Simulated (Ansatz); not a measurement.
## Run report: Ba3Ti3HO9, geometry relaxation (part 1 of 4)

The run: geometry relaxation of Ba3Ti3HO9 (slab, 16 atoms in the cell). Method and program: DFT PBE, scalar-relativistic, plane waves, PAW, PAW set soft_1, spin-polarised (Ansatz 0.2.0).

The structure derives from an entry of the Crystallography Open Database. The input holds or restrains some coordinates. Forces given for the steps count only the free coordinates. It belongs to a series of runs on one base structure; here: start relaxed. Figures and captions count atoms from 1; the log counts them from 0 in places.

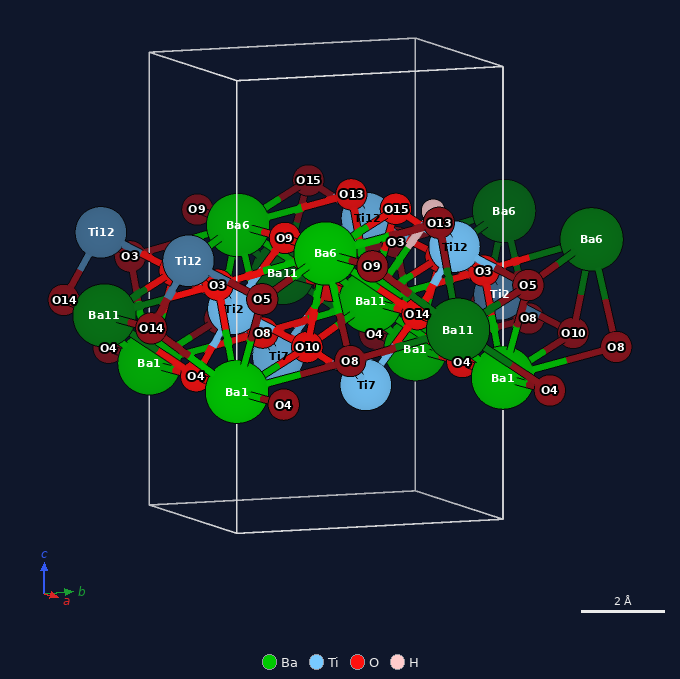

*The input geometry (ball-and-stick view of the cell of the calculation, with the vacuum cut short, seen slightly off an axis; neighbours outside the cell are drawn fainter; atoms are numbered from 1 in the order of the input). An atom can appear more than once, as a periodic image.*

**Summary**

| quantity | value |
| --- | --- |
| outcome | converged under the restraints of the input |
| electrons treated | 121 |
| free energy | −30489.0168 eV |
| Fermi energy | 1.713 eV |
| net moment of the cell | −1.00 μB |
| integrated absolute moment | 1.09 μB |
| final volume | 671.22 Å³ |
| largest force (length of the vector) at the end, held atoms and coordinates included | 1.196 eV/Å |
| hardware | 2 threads of Arm Neoverse V2, 24 GiB of memory available, shared host |
| wall time | 9.5 min (CPU time 19 min) |
| peak memory | 1.2 GiB |

**Remarks**

The electronic state found may not be the lowest one. Notes on the run: the magnetisation did not meet its threshold; the exchange-correlation potential is rough where the density is thin. The k-point mesh is coarse for a cell of this size, so the results may not be converged.

**Input file**
```yaml
crystal:
  lattice:
    - [5.654733, 0.0, 0.0]
    - [0.0, 6.95518, 0.0]
    - [0.0, 0.0, 17.066424]
  atoms:
    - { symbol: Ba, position: [0.0, 0.0, 0.0585946] }
    - { symbol: Ti, position: [0.5, 0.1511667, 0.1542433] }
    - { symbol: O, position: [0.74555, 0.0115667, 0.2012163] }
    - { symbol: O, position: [0.5, 0.0115667, 0.0602971] }
    - { symbol: O, position: [0.25445, 0.0115667, 0.2012163] }
    - { symbol: Ba, position: [0.0, 0.3333333, 0.2498919] }
    - { symbol: Ti, position: [0.0, 0.4845, 0.0585946] }
    - { symbol: O, position: [0.24555, 0.3449, 0.1055676] }
    - { symbol: O, position: [0.5, 0.3449, 0.2515945] }
    - { symbol: O, position: [0.75445, 0.3449, 0.1055676] }
    - { symbol: Ba, position: [0.5, 0.6666667, 0.1542433] }
    - { symbol: Ti, position: [1.0, 0.8178333, 0.2498919] }
    - { symbol: O, position: [0.24555, 0.6782333, 0.296865] }
    - { symbol: O, position: [0.0, 0.6782333, 0.1559458] }
    - { symbol: O, position: [0.75445, 0.6782333, 0.296865] }
    - { symbol: H, position: [0.494113, 0.9041835, 0.2787007], spin: 1.0 }
magnetization:
  spin_polarized: true
basis:
  ecutwfc: 420.0
kpoints:
  mp_grid: { grid: [2, 2, 1] }
hamiltonian:
  xc: pbe
  pseudopotentials: { kind: paw, azcp: { folder: soft_1 } }
scf:
  occupations: { method: fermi_dirac, width: 0.05 }
  lower_state_search: "off"
relax:
  f_tol: 0.08
  max_steps: 25
  adjacent_minimum: "off"
  constraints: [{ sites: [0, 3, 6] }]
output:
  write_density: true
  write_potential: true
  elf: true
  volumetric_format: npy
```

Launched with:
```bash
ansatz run input.yaml --threads 2 --pin off --max-ram 5120MiB --backend cpu --events-out ev --progress --plain --runs-dir out
```

**Output**
```
Engine: ansatz 0.2.0, aarch64-unknown-linux-gnu
Pseudopotentials: kind: paw
Pseudopotential: Ba, paw, valence charge 10, recommended cutoff 420 eV (normal), [file]
Pseudopotential: Ti, paw, valence charge 12, recommended cutoff 420 eV (normal), [file]
Pseudopotential: O, paw, valence charge 6, recommended cutoff 420 eV (normal), [file]
Pseudopotential: H, paw, valence charge 1, recommended cutoff 420 eV (normal), [file]
Functional definition: PBE
  parameter kappa = 0.804
  parameter beta = 0.06672455060314922
  exchange = pbe_x(kappa = kappa, mu = beta*pi^2/3)
  correlation = pbe_c(beta = beta)
Crystal: 16 atoms, lattice volume = 671.217 Å³
Basis set: ecut = 420 eV, 13121 PW (Γ), exchange–correlation on 80×96×240 points (8 copies of the dense FFT grid, shifted against one another)
Bands: 77, of which v1, the nominal top of the filled ones, is band 61 counted from 1 (60 counted from 0)
Symmetry: 1 space group operations
Space group: P1 (ITA 1), of the structure as read, at distance tolerance 8.8e-5 Å
Magnetic group: BNS 1.1 (UNI 1), of the structure as read, at distance tolerance 8.8e-5 Å
k-points: 4
Non-local potential: Ba, projectors of the file, l = 0: 3, l = 1: 2, l = 2: 2, l = 3: 2
Non-local potential: Ti, projectors of the file, l = 0: 3, l = 1: 2, l = 2: 3, l = 3: 1
Non-local potential: O, projectors of the file, l = 0: 2, l = 1: 2, l = 2: 1
Non-local potential: H, projectors of the file, l = 0: 2, l = 1: 1
PAW form: soft (Blöchl's): semilocal exchange-correlation on the pseudo side does not see the compensation charge
PAW one-centre angular grid: Ba, 194 points (default); XC on 64 Gauss nodes
PAW one-centre angular grid: Ti, 590 points (default); XC on 64 Gauss nodes
PAW one-centre angular grid: O, 110 points (default); XC on 64 Gauss nodes
PAW one-centre angular grid: H, 110 points (default); XC on 64 Gauss nodes
Initial density: superposition of atomic densities (neutral atoms: chi_scale 0, normalization atom)
Starting moments: Σ|m| = 1 μB on 1 of 16 sites
Initial wavefunctions: pseudopotential atomic-orbital guess
Functional: x = pbe(κ = 0.804, μ = 0.2195149727645171), c = pbe(β = 0.06672455060314922)
SCF iter   1: F=—  HF=-30509.565756 eV  |F-HF|=—  |Δ(HF+E_count)|=         —  Δρ=5.58e-2 (↑5.58e-2 ↓5.49e-2)  dr2=1.30e2  dr2_m=1.65e-2  M=1.000 μB ∫|m|=1.009 μB  β_m=1.00  ethr=3.10e-3  ⟨swp⟩=11.8  Hψ=3331  notcnv=0
preconditioner: auto → Resta (q_TF=auto, 2.051 Å⁻¹)  ε∞=2.4  [insulator: Δε(μ)=1.744 eV  Ē_g=10.210 eV  σ=0.050 eV  W_gap=1.00  n_scr=88 (ndim 8)  ℏωp=12.2 eV  f_vac=0.551  D(μ)=0.00/eV (n_scr^D=0)  ε∞_Penn≈2.4  vacuum switching on, ρ_ref=7.6e-3 e/Å³]
spin=Collinear: Resta preconditioning applied to the charge; magnetization (m = ρ↑ − ρ↓) channel mixes plain (no charge-response kernel on spin).
SCF iter   2: F=—  HF=-30491.842226 eV  |F-HF|=—  |Δ(HF+E_count)|=    1.77e1  Δρ=8.28e-2 (↑8.28e-2 ↓8.25e-2)  dr2=4.78e2  dr2_m=2.85e-1  M=0.408 μB ∫|m|=0.577 μB  β_m=0.30  ethr=3.10e-3  ⟨swp⟩=4.0  Hψ=1653  notcnv=0  defer=53
preconditioner: auto → LDOS  [metal: Δε(μ)=0.057 eV  Ē_g=9.798 eV  σ=0.050 eV  W_gap=0.28  n_scr=88 (ndim 8)  ℏωp=13.7 eV  f_vac=0.564  D(μ)=14.25/eV (n_scr^D=84)]
spin=Collinear: LDOS preconditioning applied to the charge; magnetization (m = ρ↑ − ρ↓) channel mixes plain (no charge-response kernel on spin).
SCF iter   3: F=—  HF=-30487.954984 eV  |F-HF|=—  |Δ(HF+E_count)|=    3.89e0  Δρ=2.63e-2 (↑2.61e-2 ↓2.63e-2)  dr2=4.28e1  dr2_m=1.00e-2  M=0.905 μB ∫|m|=0.929 μB  β_m=1.00  ethr=3.10e-3  ⟨swp⟩=4.0  Hψ=1431  notcnv=0  defer=28
SCF iter   4: F=—  HF=-30482.053500 eV  |F-HF|=—  |Δ(HF+E_count)|=    5.90e0  Δρ=1.60e-2 (↑1.60e-2 ↓1.11e-2)  dr2=4.65e0  dr2_m=2.08e-1  M=0.046 μB ∫|m|=0.410 μB  β_m=0.30  ethr=3.10e-3  ⟨swp⟩=6.2  Hψ=1512  notcnv=0  defer=23
SCF iter   5: F=—  HF=-30481.556089 eV  |F-HF|=—  |Δ(HF+E_count)|=   4.97e-1  Δρ=7.64e-3 (↑7.64e-3 ↓7.00e-3)  dr2=2.58e0  dr2_m=4.72e-2  M=0.194 μB ∫|m|=0.549 μB  β_m=0.30  ethr=3.10e-3  ⟨swp⟩=3.8  Hψ=1084  notcnv=0  defer=28
SCF iter   6: F=—  HF=-30481.671492 eV  |F-HF|=—  |Δ(HF+E_count)|=   1.15e-1  Δρ=1.95e-2 (↑1.95e-2 ↓1.88e-2)  dr2=2.76e1  dr2_m=2.28e-2  M=0.192 μB ∫|m|=0.614 μB  β_m=0.30  ethr=2.13e-3  ⟨swp⟩=4.9  Hψ=1043  notcnv=0  defer=27
SCF iter   7: F=—  HF=-30481.368165 eV  |F-HF|=—  |Δ(HF+E_count)|=   3.03e-1  Δρ=4.51e-3 (↑4.51e-3 ↓3.47e-3)  dr2=3.61e-1  dr2_m=2.79e-2  M=0.058 μB ∫|m|=0.510 μB  β_m=0.30  ethr=2.13e-3  ⟨swp⟩=2.0  Hψ=703  notcnv=0  defer=27
SCF iter   8: F=—  HF=-30481.427429 eV  |F-HF|=—  |Δ(HF+E_count)|=   5.93e-2  Δρ=3.71e-3 (↑3.46e-3 ↓3.71e-3)  dr2=1.00e0  dr2_m=3.42e-3  M=0.190 μB ∫|m|=0.558 μB  β_m=1.00  ethr=2.99e-4  ⟨swp⟩=5.5  Hψ=974  notcnv=0  defer=27
SCF iter   9: F=—  HF=-30481.419018 eV  |F-HF|=—  |Δ(HF+E_count)|=   8.41e-3  Δρ=2.73e-3 (↑2.73e-3 ↓2.21e-3)  dr2=2.13e-1  dr2_m=1.06e-2  M=-0.035 μB ∫|m|=0.480 μB  β_m=0.30  ethr=2.99e-4  ⟨swp⟩=4.1  Hψ=809  notcnv=0  defer=27
SCF iter  10: F=—  HF=-30481.423574 eV  |F-HF|=—  |Δ(HF+E_count)|=   4.56e-3  Δρ=1.98e-3 (↑1.98e-3 ↓1.53e-3)  dr2=6.94e-2  dr2_m=9.43e-3  M=-0.094 μB ∫|m|=0.499 μB  β_m=0.30  ethr=1.76e-4  ⟨swp⟩=2.2  Hψ=676  notcnv=0  defer=27
Mixer restart at iter 10: flushing history
spin-set hold released at iteration 10 (site moments contracting): the magnetisation degrees of freedom join the quasi-Newton model from the next iteration; the mixer history was flushed
SCF iter  11: F=—  HF=-30481.431667 eV  |F-HF|=—  |Δ(HF+E_count)|=   8.09e-3  Δρ=1.71e-3 (↑1.71e-3 ↓1.50e-3)  dr2=4.40e-2  dr2_m=9.80e-3  M=-0.168 μB ∫|m|=0.542 μB  β_m=0.50  ethr=5.74e-5  ⟨swp⟩=1.6  Hψ=625  notcnv=0  defer=27
SCF iter  12: F=—  HF=-30481.476435 eV  |F-HF|=—  |Δ(HF+E_count)|=   4.48e-2  Δρ=3.01e-3 (↑1.94e-3 ↓3.01e-3)  dr2=4.17e-2  dr2_m=3.50e-2  M=-0.615 μB ∫|m|=0.887 μB  β_m=0.82  ethr=3.63e-5  ⟨swp⟩=3.2  Hψ=1149  notcnv=0  defer=27
SCF iter  13: F=—  HF=-30481.532531 eV  |F-HF|=—  |Δ(HF+E_count)|=   5.61e-2  Δρ=3.71e-3 (↑2.37e-3 ↓3.71e-3)  dr2=6.83e-2  dr2_m=5.17e-2  M=-0.904 μB ∫|m|=1.112 μB  β_m=0.23  ethr=3.44e-5  ⟨swp⟩=2.5  Hψ=1060  notcnv=0  defer=30
SCF iter  14: F=—  HF=-30481.555638 eV  |F-HF|=—  |Δ(HF+E_count)|=   2.31e-2  Δρ=3.64e-3 (↑2.42e-3 ↓3.64e-3)  dr2=5.25e-2  dr2_m=5.38e-2  M=-1.015 μB ∫|m|=1.201 μB  β_m=0.20  ethr=3.44e-5  ⟨swp⟩=2.6  Hψ=749  notcnv=0  defer=30
SCF iter  15: F=—  HF=-30481.611598 eV  |F-HF|=—  |Δ(HF+E_count)|=   5.60e-2  Δρ=3.50e-3 (↑2.12e-3 ↓3.50e-3)  dr2=9.26e-2  dr2_m=4.46e-2  M=-1.159 μB ∫|m|=1.337 μB  β_m=0.67  ethr=3.44e-5  ⟨swp⟩=2.6  Hψ=934  notcnv=0  defer=31
SCF iter  16: F=—  HF=-30481.644020 eV  |F-HF|=—  |Δ(HF+E_count)|=   3.24e-2  Δρ=3.70e-3 (↑2.98e-3 ↓3.70e-3)  dr2=5.93e-1  dr2_m=1.01e-2  M=-1.387 μB ∫|m|=1.589 μB  β_m=0.97  ethr=3.44e-5  ⟨swp⟩=5.2  Hψ=1399  notcnv=0  defer=31  recentre
SCF iter  17: F=—  HF=-30481.622767 eV  |F-HF|=—  |Δ(HF+E_count)|=   2.13e-2  Δρ=2.46e-3 (↑1.97e-3 ↓2.46e-3)  dr2=4.16e-2  dr2_m=2.66e-2  M=-1.162 μB ∫|m|=1.328 μB  β_m=0.91  ethr=3.44e-5  ⟨swp⟩=4.6  Hψ=1519  notcnv=0  defer=45
SCF iter  18: F=—  HF=-30481.654338 eV  |F-HF|=—  |Δ(HF+E_count)|=   3.16e-2  Δρ=1.59e-3 (↑1.25e-3 ↓1.59e-3)  dr2=2.26e-2  dr2_m=1.07e-2  M=-1.189 μB ∫|m|=1.342 μB  β_m=0.90  ethr=3.44e-5  ⟨swp⟩=3.6  Hψ=954  notcnv=0  defer=41
SCF iter  19: F=—  HF=-30481.667759 eV  |F-HF|=—  |Δ(HF+E_count)|=   1.34e-2  Δρ=7.05e-4 (↑6.48e-4 ↓7.05e-4)  dr2=1.29e-2  dr2_m=1.17e-3  M=-1.215 μB ∫|m|=1.395 μB  β_m=0.95  ethr=1.87e-5  ⟨swp⟩=3.5  Hψ=1188  notcnv=0  defer=41
SCF iter  20: F=—  HF=-30481.651891 eV  |F-HF|=—  |Δ(HF+E_count)|=   1.59e-2  Δρ=8.20e-4 (↑5.73e-4 ↓8.20e-4)  dr2=6.06e-3  dr2_m=2.09e-3  M=-1.195 μB ∫|m|=1.412 μB  β_m=0.85  ethr=1.07e-5  ⟨swp⟩=3.8  Hψ=1296  notcnv=0  defer=41
SCF iter  21: F=—  HF=-30481.673087 eV  |F-HF|=—  |Δ(HF+E_count)|=   2.12e-2  Δρ=2.76e-4 (↑2.65e-4 ↓2.76e-4)  dr2=1.43e-3  dr2_m=1.47e-4  M=-1.170 μB ∫|m|=1.360 μB  β_m=0.78  ethr=5.01e-6  ⟨swp⟩=3.1  Hψ=1278  notcnv=0  defer=41
SCF iter  22: F=—  HF=-30481.675231 eV  |F-HF|=—  |Δ(HF+E_count)|=   2.14e-3  Δρ=2.00e-4 (↑2.00e-4 ↓1.39e-4)  dr2=3.74e-4  dr2_m=1.15e-4  M=-1.162 μB ∫|m|=1.352 μB  β_m=0.84  ethr=1.18e-6  ⟨swp⟩=2.8  Hψ=1158  notcnv=0  defer=34
[...]
Mixer restart at iter 90: flushing history
  greatest PAW one-centre occupation: 0.999 electrons in one spin orbital (limit 2), on the Ti atom at site 1 (counted from 0), in its partial waves of l = 0
relax step   1: F+E_penalty+E_count = -30481.67544969 eV  Δ(F+E_penalty+E_count) = +0.000e0 eV  max|allowed force component| = 3.675e0 eV/Å  Δτ_max = 0.0000 Å  (91 SCF iters, dr2 threshold 1.00e-4 eV, accepted)
Initial density: handed on by an earlier stage of this run
Starting moments: Σ|m| = 1 μB on 1 of 16 sites; this step starts from the density that it was given
Initial wavefunctions: those handed on with the density
preconditioner: auto → Resta (q_TF=auto, 2.051 Å⁻¹)  ε∞=2.8  [insulator: Δε(μ)=0.377 eV  Ē_g=10.062 eV  σ=0.050 eV  W_gap=0.95  n_scr=88 (ndim 8)  ℏωp=13.7 eV  f_vac=0.608  D(μ)=0.35/eV (n_scr^D=0)  ε∞_Penn≈2.8  vacuum switching on, ρ_ref=7.3e-3 e/Å³]
spin=Collinear: Resta preconditioning applied to the charge; magnetization (m = ρ↑ − ρ↓) channel mixes plain (no charge-response kernel on spin).
relax step   2: F+E_penalty+E_count = -30484.07557883 eV  Δ(F+E_penalty+E_count) = -2.400e0 eV  max|allowed force component| = 2.110e0 eV/Å  Δτ_max = 0.1986 Å  (21 SCF iters, accepted)
preconditioner: auto → Resta (q_TF=auto, 2.051 Å⁻¹)  ε∞=2.7  [insulator: Δε(μ)=0.637 eV  Ē_g=10.336 eV  σ=0.050 eV  W_gap=1.00  n_scr=88 (ndim 8)  ℏωp=13.7 eV  f_vac=0.609  D(μ)=0.03/eV (n_scr^D=0)  ε∞_Penn≈2.7  vacuum switching on, ρ_ref=7.7e-3 e/Å³]
spin=Collinear: Resta preconditioning applied to the charge; magnetization (m = ρ↑ − ρ↓) channel mixes plain (no charge-response kernel on spin).
  greatest PAW one-centre occupation: 0.999 electrons in one spin orbital (limit 2), on the Ti atom at site 6 (counted from 0), in its partial waves of l = 0
relax step   3: F+E_penalty+E_count = -30485.44876813 eV  Δ(F+E_penalty+E_count) = -1.373e0 eV  max|allowed force component| = 2.062e0 eV/Å  Δτ_max = 0.1930 Å  (20 SCF iters, accepted)
preconditioner: auto → Resta (q_TF=auto, 2.051 Å⁻¹)  ε∞=2.7  [insulator: Δε(μ)=0.692 eV  Ē_g=10.574 eV  σ=0.050 eV  W_gap=1.00  n_scr=88 (ndim 8)  ℏωp=13.7 eV  f_vac=0.609  D(μ)=0.02/eV (n_scr^D=0)  ε∞_Penn≈2.7  vacuum switching on, ρ_ref=8.1e-3 e/Å³]
spin=Collinear: Resta preconditioning applied to the charge; magnetization (m = ρ↑ − ρ↓) channel mixes plain (no charge-response kernel on spin).
relax step   4: F+E_penalty+E_count = -30486.56993346 eV  Δ(F+E_penalty+E_count) = -1.121e0 eV  max|allowed force component| = 3.283e0 eV/Å  Δτ_max = 0.1972 Å  (16 SCF iters, accepted)
preconditioner: auto → Resta (q_TF=auto, 2.051 Å⁻¹)  ε∞=2.6  [insulator: Δε(μ)=0.542 eV  Ē_g=10.768 eV  σ=0.050 eV  W_gap=0.99  n_scr=88 (ndim 8)  ℏωp=13.7 eV  f_vac=0.609  D(μ)=0.08/eV (n_scr^D=0)  ε∞_Penn≈2.6  vacuum switching on, ρ_ref=8.4e-3 e/Å³]
spin=Collinear: Resta preconditioning applied to the charge; magnetization (m = ρ↑ − ρ↓) channel mixes plain (no charge-response kernel on spin).
relax step   5: F+E_penalty+E_count = -30487.93388954 eV  Δ(F+E_penalty+E_count) = -1.364e0 eV  max|allowed force component| = 2.572e0 eV/Å  Δτ_max = 0.1952 Å  (15 SCF iters, accepted)
preconditioner: auto → Resta (q_TF=auto, 2.051 Å⁻¹)  ε∞=2.6  [insulator: Δε(μ)=0.530 eV  Ē_g=10.577 eV  σ=0.050 eV  W_gap=0.99  n_scr=88 (ndim 8)  ℏωp=13.5 eV  f_vac=0.610  D(μ)=0.09/eV (n_scr^D=0)  ε∞_Penn≈2.6  vacuum switching on, ρ_ref=8.1e-3 e/Å³]
spin=Collinear: Resta preconditioning applied to the charge; magnetization (m = ρ↑ − ρ↓) channel mixes plain (no charge-response kernel on spin).
relax step   6: F+E_penalty+E_count = -30487.55264316 eV  Δ(F+E_penalty+E_count) = +3.812e-1 eV  max|allowed force component| = 1.176e1 eV/Å  Δτ_max = 0.1949 Å  (14 SCF iters, rejected (line search))
preconditioner: auto → Resta (q_TF=auto, 2.051 Å⁻¹)  ε∞=2.6  [insulator: Δε(μ)=0.619 eV  Ē_g=10.711 eV  σ=0.050 eV  W_gap=1.00  n_scr=88 (ndim 8)  ℏωp=13.7 eV  f_vac=0.610  D(μ)=0.04/eV (n_scr^D=0)  ε∞_Penn≈2.6  vacuum switching on, ρ_ref=8.3e-3 e/Å³]
spin=Collinear: Resta preconditioning applied to the charge; magnetization (m = ρ↑ − ρ↓) channel mixes plain (no charge-response kernel on spin).
relax step   7: F+E_penalty+E_count = -30488.34480485 eV  Δ(F+E_penalty+E_count) = -4.109e-1 eV  max|allowed force component| = 1.700e0 eV/Å  Δτ_max = 0.0947 Å  (14 SCF iters, accepted)
preconditioner: auto → Resta (q_TF=auto, 2.051 Å⁻¹)  ε∞=2.6  [insulator: Δε(μ)=0.654 eV  Ē_g=10.810 eV  σ=0.050 eV  W_gap=1.00  n_scr=88 (ndim 8)  ℏωp=13.7 eV  f_vac=0.610  D(μ)=0.02/eV (n_scr^D=0)  ε∞_Penn≈2.6  vacuum switching on, ρ_ref=8.5e-3 e/Å³]
spin=Collinear: Resta preconditioning applied to the charge; magnetization (m = ρ↑ − ρ↓) channel mixes plain (no charge-response kernel on spin).
relax step   8: F+E_penalty+E_count = -30488.56306255 eV  Δ(F+E_penalty+E_count) = -2.183e-1 eV  max|allowed force component| = 6.796e-1 eV/Å  Δτ_max = 0.0972 Å  (13 SCF iters, accepted)
preconditioner: auto → Resta (q_TF=auto, 2.051 Å⁻¹)  ε∞=2.6  [insulator: Δε(μ)=0.721 eV  Ē_g=10.812 eV  σ=0.050 eV  W_gap=1.00  n_scr=88 (ndim 8)  ℏωp=13.7 eV  f_vac=0.609  D(μ)=0.01/eV (n_scr^D=0)  ε∞_Penn≈2.6  vacuum switching on, ρ_ref=8.5e-3 e/Å³]
spin=Collinear: Resta preconditioning applied to the charge; magnetization (m = ρ↑ − ρ↓) channel mixes plain (no charge-response kernel on spin).
relax step   9: F+E_penalty+E_count = -30488.70168751 eV  Δ(F+E_penalty+E_count) = -1.386e-1 eV  max|allowed force component| = 2.606e-1 eV/Å  Δτ_max = 0.1462 Å  (13 SCF iters, accepted)
preconditioner: auto → Resta (q_TF=auto, 2.051 Å⁻¹)  ε∞=2.6  [insulator: Δε(μ)=0.742 eV  Ē_g=10.832 eV  σ=0.050 eV  W_gap=1.00  n_scr=88 (ndim 8)  ℏωp=13.7 eV  f_vac=0.611  D(μ)=0.01/eV (n_scr^D=0)  ε∞_Penn≈2.6  vacuum switching on, ρ_ref=8.5e-3 e/Å³]
spin=Collinear: Resta preconditioning applied to the charge; magnetization (m = ρ↑ − ρ↓) channel mixes plain (no charge-response kernel on spin).
relax step  10: F+E_penalty+E_count = -30488.78157578 eV  Δ(F+E_penalty+E_count) = -7.989e-2 eV  max|allowed force component| = 2.600e-1 eV/Å  Δτ_max = 0.1972 Å  (14 SCF iters, accepted)
preconditioner: auto → Resta (q_TF=auto, 2.051 Å⁻¹)  ε∞=2.6  [insulator: Δε(μ)=0.742 eV  Ē_g=10.807 eV  σ=0.050 eV  W_gap=1.00  n_scr=88 (ndim 8)  ℏωp=13.7 eV  f_vac=0.610  D(μ)=0.01/eV (n_scr^D=0)  ε∞_Penn≈2.6  vacuum switching on, ρ_ref=8.5e-3 e/Å³]
spin=Collinear: Resta preconditioning applied to the charge; magnetization (m = ρ↑ − ρ↓) channel mixes plain (no charge-response kernel on spin).
relax step  11: F+E_penalty+E_count = -30488.82064507 eV  Δ(F+E_penalty+E_count) = -3.907e-2 eV  max|allowed force component| = 1.771e-1 eV/Å  Δτ_max = 0.2000 Å  (13 SCF iters, accepted)
preconditioner: auto → Resta (q_TF=auto, 2.051 Å⁻¹)  ε∞=2.6  [insulator: Δε(μ)=0.729 eV  Ē_g=10.799 eV  σ=0.050 eV  W_gap=1.00  n_scr=88 (ndim 8)  ℏωp=13.7 eV  f_vac=0.611  D(μ)=0.01/eV (n_scr^D=0)  ε∞_Penn≈2.6  vacuum switching on, ρ_ref=8.5e-3 e/Å³]
spin=Collinear: Resta preconditioning applied to the charge; magnetization (m = ρ↑ − ρ↓) channel mixes plain (no charge-response kernel on spin).
```
